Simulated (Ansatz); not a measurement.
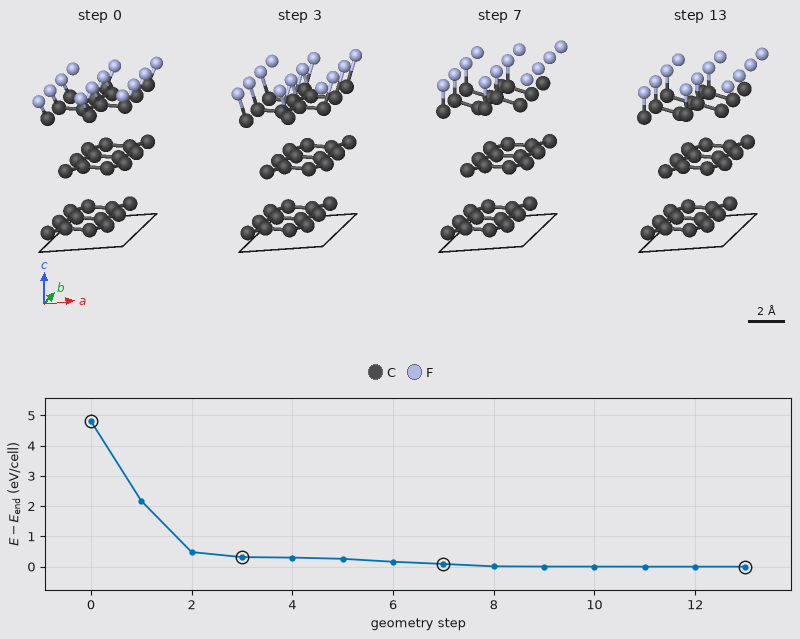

Frames of a constrained relaxation of a slab of composition C₆F (cut from the C2/m phase), marked on the history of the run. Style: ball-and-stick. Shown: the 2 × 3 repeat of the cell, outlined in the plane, without the vacuum, slightly off an axis.

Case: F put at a bridge C-C site. The slab is the (0 0 1) face of C with F on it. 2 atoms are held fixed.

These are results of DFT PBE+D3(BJ), scalar-relativistic, plane waves, PAW in Ansatz 0.2.0, not measurements. Settings: plane-wave cutoff 420 eV; k-point mesh 12 × 12 × 1; occupations gaussian; smearing width 0.05 eV; collinear spin; dipole correction; atoms relaxed in a fixed cell; force threshold 0.03 eV/Å; at most 70 steps.

Q: Describe the path.

A: The atom that moves furthest is the F atom (0.63 Å at 44° to the normal (+c side)). By element the largest moves are F 0.63 Å, C 0.34 Å. The cell doesn't change. Near-neighbour distances that change, for instance: C–F 1.345 → 2.289 Å, C–F 1.344 → 1.473 Å, C–C 1.423 → 1.460 Å. Bonds break: C–F (1.34 → 2.29 Å). Bond angles that change, for instance: C–C–F 58.1° → 102.6°, C–C–C 120.0° → 115.2°, C–C–F 105.4° → 102.9°. Over 13 geometry steps the energy falls by 4.816 eV per cell of the calculation. The largest force component goes from 20 to 0.0098 eV/Å. The forces were under the threshold at step 10, but the run went on from there. The program noted that the starting moments weren't kept. The run may lie on a higher electronic state than the lowest, so the end point isn't shown to be the ground-state structure. From step 0 to 3: the F atom moves most (0.47 Å), energy −4.500 eV per cell of the calculation. From step 3 to 7: a C atom moves most (0.64 Å), energy −0.226 eV per cell of the calculation. From step 7 to 13: the F atom moves most (0.45 Å), energy −90.2 meV per cell of the calculation.

Limits of the set-up: the periodic images lie only 2.5 Å apart, so the values are limited by the cell's size.
